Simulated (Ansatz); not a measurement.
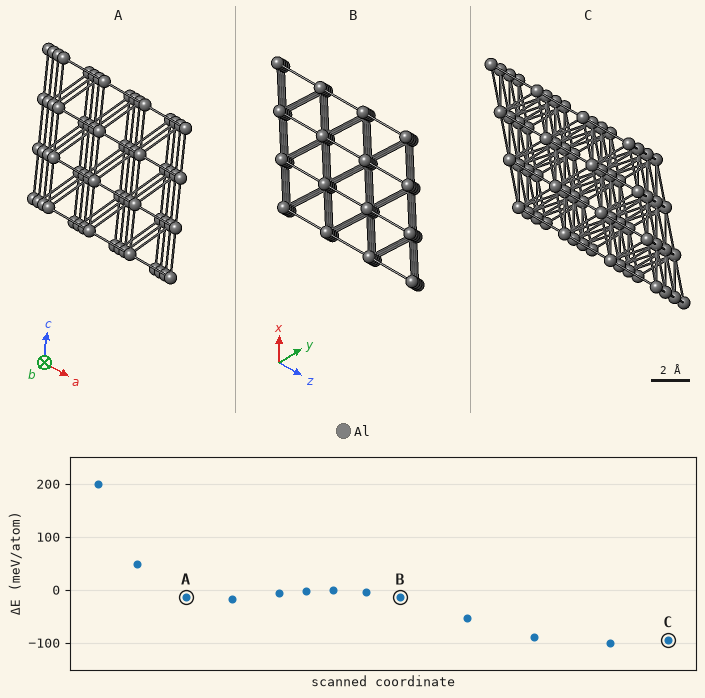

Frames of a one-coordinate scan of solid Al (Im-3m). x, y and z are the Cartesian axes of the input. A ball-and-stick model of the cell of the calculation, repeated 3 × 3 × 3 with one cell outlined, seen along the b axis.

These are results of DFT PBEsol, scalar-relativistic, plane waves, PAW in Ansatz 0.2.0, not measurements. Settings: plane-wave cutoff 420 eV; k-point mesh 24 × 24 × 24; occupations gaussian; smearing width 0.15 eV; no spin polarisation. Energies (free energies at the smearing named) are counted from the cell as listed in its source, which wasn't relaxed.

**What is being scanned?**

The ratio of the cell's length along z to its lengths across, counted as 1 for the reference, is changed at fixed volume (a tetragonal or Bain path), with the atoms kept at their fractional coordinates. In the frames the relative ratio is 0.78 (A), 1.10 (B), 1.50 (C). The lowest computed point lies at the relative ratio 1.414 (−99.6 meV/atom). Further local minima among the points: 0.85 (−18.0 meV/atom). A local maximum lies at 1.00 (0.0 meV/atom). The unrelaxed reference is under a pressure of 2.2 GPa. The distortion takes the space group from Im-3m to I4/mmm, except for Fm-3m at 1.414. At the relative ratio 1.50 the cell of the drawing goes a 2.756 → 2.866 Å, b 2.756 → 2.866 Å, c 2.756 → 2.866 Å, α 109.5° → 122.0°, β 109.5° → 122.0°, γ 109.5° → 86.6°.
